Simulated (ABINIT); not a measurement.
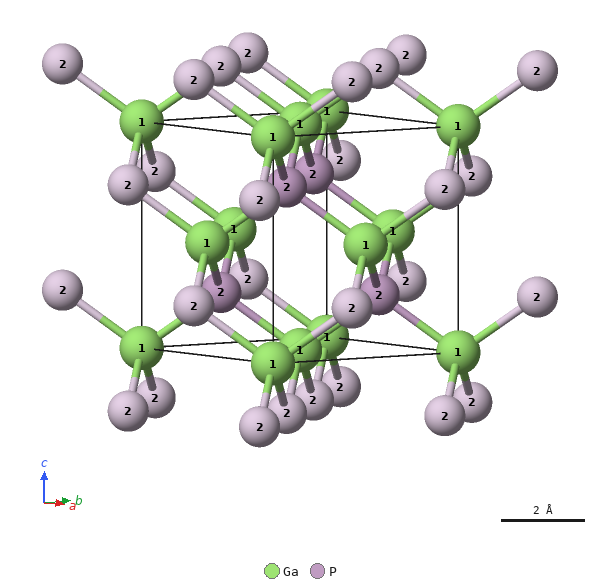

Fig. 1: The input geometry (ball-and-stick view of the cell 4 times as large as that of the calculation, set on its symmetry axes, seen at an oblique angle; neighbours outside the cell are drawn fainter; atoms are numbered from 1 in the order of the input).

**Effective mass calculation, with input and output: GaP (part 1 of 3)**

- system: GaP (F-43m, 2 atoms in the cell)
- method: Kohn-Sham DFT of a periodic cell, PBE, spin-orbit coupling, Ansatz PAW PBE default generated set, frozen core, no spin polarisation (ABINIT 10.8.3)

The structure derives from an entry of the Crystallography Open Database.

Output:
```
.Version 10.8.3 of ABINIT
 DATASET    1 : space group F2 3 (#196); Bravais cF (face-center cubic)
================================================================================
 Values of the parameters that define the memory need for DATASET  1.
     intxc =       0    ionmov =       0      iscf =      17    lmnmax =      30
     lnmax =       8     mgfft =      27  mpssoang =       4    mqgrid =    3001
     natom =       2  nloc_mem =       2    nspden =       1   nspinor =       2
    nsppol =       1      nsym =      12    n1xccc =       1    ntypat =       2
    occopt =       1   xclevel =       2
       mpw =         869          nfft =       19683          nkpt =          25
 PAW method is used; the additional fine FFT grid is defined by:
   mgfftf=        40    nfftf =     64000
================================================================================
================================================================================

 DATASET    2 : space group F2 3 (#196); Bravais cF (face-center cubic)
================================================================================
 Values of the parameters that define the memory need for DATASET  2.
     intxc =       0    ionmov =       0      iscf =      -2    lmnmax =      30
     lnmax =       8     mgfft =      27  mpssoang =       4    mqgrid =    3001
     natom =       2  nloc_mem =       2    nspden =       1   nspinor =       2
    nsppol =       1      nsym =      12    n1xccc =       1    ntypat =       2
    occopt =       1   xclevel =       2
       mpw =         869          nfft =       19683          nkpt =           1
 PAW method is used; the additional fine FFT grid is defined by:
   mgfftf=        40    nfftf =     64000
================================================================================
================================================================================

 DATASET    3 : space group F2 3 (#196); Bravais cF (face-center cubic)
================================================================================
 Values of the parameters that define the memory need for DATASET  3 (RF).
     intxc =       0      iscf =      -3    lmnmax =      30     lnmax =       8
     mgfft =      27  mpssoang =       4    mqgrid =    3001     natom =       2
  nloc_mem =       2    nspden =       1   nspinor =       2    nsppol =       1
      nsym =      12    n1xccc =       1    ntypat =       2    occopt =       1
   xclevel =       2
      nfft =       19683          nkpt =           1
================================================================================
================================================================================

--------------------------------------------------------------------------------
------------- Echo of variables that govern the present computation ------------
--------------------------------------------------------------------------------
 -outvars: echo values of preprocessed input variables --------
            acell      7.3574517514E+00  7.3574517514E+00  7.3574517514E+00 Bohr
              amu      6.97230000E+01  3.09737620E+01
          chkprim           0
      chksymtnons           0
           diemac      6.00000000E+00
             ecut      1.54000000E+01 Hartree
           ecutsm      5.00000000E-01 Hartree
           getden1          0
           getden2          1
           getden3          1
           getwfk1          0
           getwfk2          0
           getwfk3          2
             iscf1         17
             iscf2         -2
             iscf3         -3
              ixc          11
           jdtset        1    2    3
           kptopt1          4
           kptopt2          0
           kptopt3          0
         kptrlatt        6    0    0      0    6    0      0    0    6
          kptrlen1     4.41447105E+01
          kptrlen2     3.00000000E+01
          kptrlen3     3.00000000E+01
            natom           2
            nband1         18
            nband2         24
            nband3         24
           nbdbuf1          0
           nbdbuf2          2
           nbdbuf3          2
           ndtset           3
            ngfft          27      27      27
          ngfftdg          40      40      40
             nkpt1         25
             nkpt2          1
             nkpt3          1
             nqpt1          0
             nqpt2          0
             nqpt3          1
          nspinor           2
            nstep1         80
            nstep2        200
            nstep3        200
             nsym          12
           ntypat           2
        optdriver1          0
        optdriver2          0
        optdriver3          1
        pawcpxocc           2
        pawecutdg      3.08000000E+01 Hartree
          pawovlp      3.0000000000E+01
        pawspnorb           1
         pawxcdev           0
           prtden1          1
           prtden2          1
           prtden3          0
        prtebands           0
           prteig           0
            prtwf1          0
            prtwf2          1
            prtwf3          0
           rfelfd1          0
           rfelfd2          0
           rfelfd3          2
            rprim      0.0000000000E+00  7.0710678120E-01  7.0710678120E-01
                       7.0710678120E-01  0.0000000000E+00  7.0710678120E-01
                       7.0710678120E-01  7.0710678120E-01  0.0000000000E+00
           shiftk1     0.00000000E+00  0.00000000E+00  0.00000000E+00
           shiftk2     5.00000000E-01  5.00000000E-01  5.00000000E-01
           shiftk3     5.00000000E-01  5.00000000E-01  5.00000000E-01
          spgroup         196
           tolsym      1.00000000E-06
           tolvrs1     1.00000000E-11
           tolvrs2     0.00000000E+00
           tolvrs3     0.00000000E+00
           tolwfr1     0.00000000E+00
           tolwfr2     1.00000000E-20
           tolwfr3     1.00000000E-20
            typat      1  2
           useylm           1
           xangst      0.0000000000E+00  0.0000000000E+00  0.0000000000E+00
                       4.1295698523E+00  4.1295698523E+00  4.1295698523E+00
            xcart      0.0000000000E+00  0.0000000000E+00  0.0000000000E+00
                       7.8037560387E+00  7.8037560387E+00  7.8037560387E+00
             xred      0.0000000000E+00  0.0000000000E+00  0.0000000000E+00
                       7.5000000000E-01  7.5000000000E-01  7.5000000000E-01
            znucl       31.00000   15.00000

================================================================================

 chkinp: Checking input parameters for consistency, jdtset=   1.

 chkinp: Checking input parameters for consistency, jdtset=   2.

 chkinp: Checking input parameters for consistency, jdtset=   3.

================================================================================
== DATASET  1 ==================================================================

--- !DatasetInfo
iteration_state: {dtset: 1, }
dimensions: {natom: 2, nkpt: 25, mband: 18, nsppol: 1, nspinor: 2, nspden: 1, mpw: 869, }
cutoff_energies: {ecut:  15.4, pawecutdg:  30.8, }
electrons: {nelect:   1.80000000E+01, charge:   0.00000000E+00, occopt:   1.00000000E+00, tsmear:   1.00000000E-02, }
meta: {optdriver: 0, ionmov: 0, optcell: 0, iscf: 17, paral_kgb: 0, }
...

 Exchange-correlation functional for the present dataset will be:
  GGA: Perdew-Burke-Ernzerhof functional - ixc=11
  J.P.Perdew, K.Burke, M.Ernzerhof, PRL 77, 3865 (1996)

 Real(R)+Recip(G) space primitive vectors, cartesian coordinates (Bohr,Bohr^-1):
 R(1)=  0.0000000  5.2025040  5.2025040  G(1)= -0.0961076  0.0961076  0.0961076
 R(2)=  5.2025040  0.0000000  5.2025040  G(2)=  0.0961076 -0.0961076  0.0961076
 R(3)=  5.2025040  5.2025040  0.0000000  G(3)=  0.0961076  0.0961076 -0.0961076
 Unit cell volume ucvol=  2.8162245E+02 bohr^3
 Angles (23,13,12)=  6.00000000E+01  6.00000000E+01  6.00000000E+01 degrees

 Coarse grid specifications (used for wave-functions):

 getcut: wavevector=  0.0000  0.0000  0.0000  ngfft=  27  27  27
         ecut(hartree)=     15.400   => boxcut(ratio)=   2.00337

 Fine grid specifications (used for densities):

 getcut: wavevector=  0.0000  0.0000  0.0000  ngfft=  40  40  40
         ecut(hartree)=     30.800   => boxcut(ratio)=   2.17617

--- Pseudopotential description ------------------------------------------------
- pspini: atom type   1  psp file is ./Ga.GGA_PBE-ansatz.xml
 Pseudopotential format is: paw10
 basis_size (lnmax)=  8 (lmn_size= 30), orbitals=   0   0   1   1   2   2   2   3
 Spheres core radius: rc_sph= 2.63805767
 Shapefunction is NUMERIC type: directly read from atomic data file
 Radius for shape functions =  2.63805767
 Compensation charge density is not taken into account in XC energy/potential

- pspini: atom type   2  psp file is ./P.GGA_PBE-ansatz.xml
 Pseudopotential format is: paw10
 basis_size (lnmax)=  6 (lmn_size= 18), orbitals=   0   0   1   1   2   2
 Spheres core radius: rc_sph= 2.62860904
 Shapefunction is NUMERIC type: directly read from atomic data file
 Radius for shape functions =  2.62860904
 Compensation charge density is not taken into account in XC energy/potential

   6.23158681E+02                                ecore*ucvol(ha*bohr**3)
--------------------------------------------------------------------------------

================================================================================

--- !BeginCycle
iteration_state: {dtset: 1, }
solver: {iscf: 17, nstep: 80, nline: 4, wfoptalg: 10, }
tolerances: {tolvrs: 1.00E-11, }
...

     iter   Etot(hartree)      deltaE(h)  residm     nres2
 ETOT  1  -85.646396838831    -8.565E+01 3.845E-01 2.134E+00
 ETOT  2  -85.772560120441    -1.262E-01 7.235E-02 7.461E-01
 ETOT  3  -85.772562514149    -2.394E-06 6.427E-02 8.436E-02
 ETOT  4  -85.772678004931    -1.155E-04 3.033E-03 1.845E-02
 ETOT  5  -85.772608548228     6.946E-05 6.928E-03 7.221E-04
 ETOT  6  -85.772633142999    -2.459E-05 1.060E-04 1.223E-04
 ETOT  7  -85.772634098186    -9.552E-07 1.997E-04 4.298E-05
 ETOT  8  -85.772634106831    -8.644E-09 5.248E-06 5.737E-07
 ETOT  9  -85.772634142483    -3.565E-08 8.091E-06 6.095E-07
 ETOT 10  -85.772634148164    -5.680E-09 2.923E-07 3.106E-08
 ETOT 11  -85.772634149797    -1.634E-09 4.506E-07 9.593E-09
 ETOT 12  -85.772634150227    -4.302E-10 2.210E-08 1.595E-09
 ETOT 13  -85.772634150327    -1.001E-10 2.954E-08 4.778E-11
 ETOT 14  -85.772634150358    -3.058E-11 2.367E-09 7.655E-11
 ETOT 15  -85.772634150368    -9.990E-12 1.892E-09 3.282E-12

 At SCF step   15       nres2   =  3.28E-12 < tolvrs=  1.00E-11 =>converged.

 Cartesian components of stress tensor (hartree/bohr^3)
  sigma(1 1)= -9.76334014E-08  sigma(3 2)=  0.00000000E+00
  sigma(2 2)= -9.76334014E-08  sigma(3 1)=  0.00000000E+00
  sigma(3 3)= -9.76334014E-08  sigma(2 1)=  0.00000000E+00

--- !ResultsGS
iteration_state: {dtset: 1, }
comment   : Summary of ground state results
lattice_vectors:
- [  0.0000000,   5.2025040,   5.2025040, ]
- [  5.2025040,   0.0000000,   5.2025040, ]
- [  5.2025040,   5.2025040,   0.0000000, ]
lattice_lengths: [   7.35745,    7.35745,    7.35745, ]
lattice_angles: [ 60.000,  60.000,  60.000, ] # degrees, (23, 13, 12)
lattice_volume:   2.8162245E+02
convergence: {deltae: -9.990E-12, res2:  3.282E-12, residm:  1.892E-09, diffor: null, }
etotal    :  -8.57726342E+01
entropy   :   0.00000000E+00
fermie    :   1.24778041E-01
cartesian_stress_tensor: # hartree/bohr^3
- [ -9.76334014E-08,   0.00000000E+00,   0.00000000E+00, ]
- [  0.00000000E+00,  -9.76334014E-08,   0.00000000E+00, ]
- [  0.00000000E+00,   0.00000000E+00,  -9.76334014E-08, ]
pressure_GPa:   2.8725E-03
xred      :
- [  0.0000E+00,   0.0000E+00,   0.0000E+00, Ga]
- [  7.5000E-01,   7.5000E-01,   7.5000E-01,  P]
cartesian_forces: # hartree/bohr
- [  1.26359169E-31,   2.52718339E-32,  -1.26359169E-31, ]
- [ -1.26359169E-31,  -2.52718339E-32,   1.26359169E-31, ]
force_length_stats: {min:   1.80476993E-31, max:   1.80476993E-31, mean:   1.80476993E-31, }
...

 Integrated electronic density in atomic spheres:
 ------------------------------------------------
 Atom  Sphere_radius  Integrated_density
    1        2.63806         12.42935614
    2        2.62861          4.67479900

================================================================================

 ----iterations are completed or convergence reached----

 Mean square residual over all n,k,spin=   72.091E-13; max=  18.919E-10
 reduced coordinates (array xred) for    2 atoms
       0.000000000000      0.000000000000      0.000000000000
       0.750000000000      0.750000000000      0.750000000000
 rms dE/dt=  7.7411E-31; max dE/dt=  1.0518E-30; dE/dt below (all hartree)
    1       0.000000000000      0.000000000000     -0.000000000000
    2       0.000000000000      0.000000000000      0.000000000000
```
